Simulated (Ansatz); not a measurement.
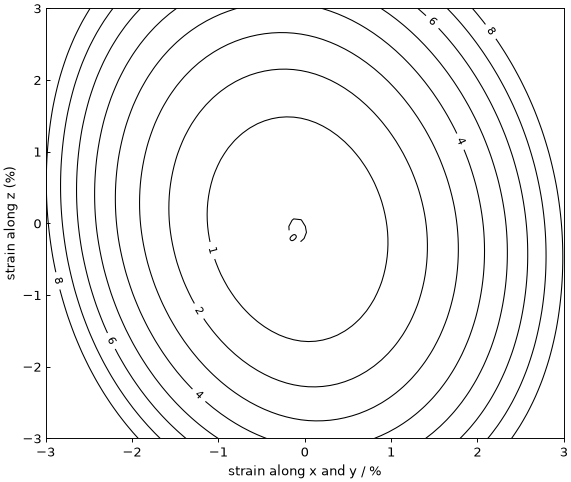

Energy landscape of KCl (Pm-3m, No. 221; 2 atoms in the cell). The cell is strained homogeneously, by one strain along x and y and another along z, with fractional coordinates fixed (x, y and z along the cube axes). Coordinates scanned: (1) strain along x and y; (2) strain along z. The grid has 5 × 5 points. Points are written as (first, second). All energies are given in meV/atom relative to the lowest grid point. The reference cell is the one listed in the database, not relaxed at this level. Computed with DFT PBE, scalar-relativistic, plane waves, PAW (Ansatz). Settings: cutoff 420 eV, k-mesh 6×6×6, gaussian smearing 0.05 eV, no spin polarisation.

The picture shows contour lines labelled in meV/atom (none above 8). Between grid points the surface is interpolated. 

**Summarise what can be read from the map.**

The lowest grid point is at (0.0 %, 0.0 %). It is the only kind of minimum in the scanned range. The highest grid point, (−3.0 %, −3.0 %), lies 14.0 meV/atom above the lowest. Round the minimum the two coordinates are weakly coupled (coupling 0.12 in units of the two stiffnesses). The gap on the k-mesh is 4.8 eV at the lowest point and runs from 4.5 to 5.2 eV over the map.
